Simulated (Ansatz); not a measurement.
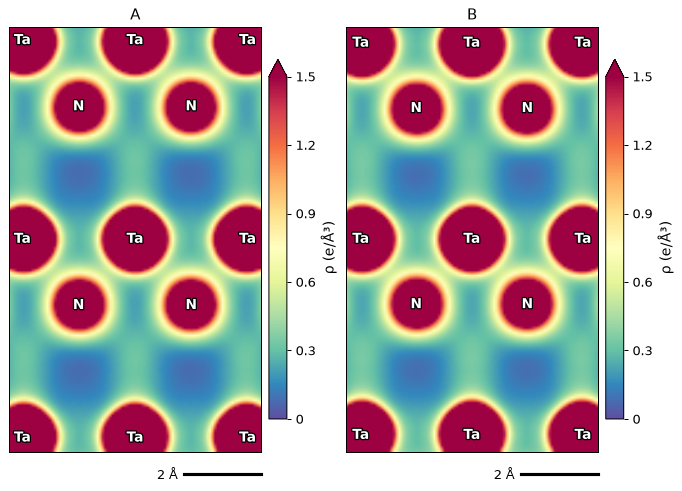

TaN. The valence pseudo-density of two cells that differ in size, on the (110) plane of each (indices in the axes of the calculation cell), at one length scale and on one colour scale: A has 11.0 Å³ an atom and B 10.6.

The calculation used Ansatz, Kohn-Sham DFT of a periodic cell, r2SCAN, Ansatz PAW.

In a PAW calculation such maps are meaningful between the atoms, not at the nuclei.

### What changes from the larger cell to the smaller?

From the larger cell to the smaller, Ta–Ta goes from 2.90 to 2.86 Å; Ta–N goes from 2.24 to 2.21 Å, and the density at its midpoint from 0.52 to 0.55 e/Å³; the pressure goes from −7 to 7 GPa.
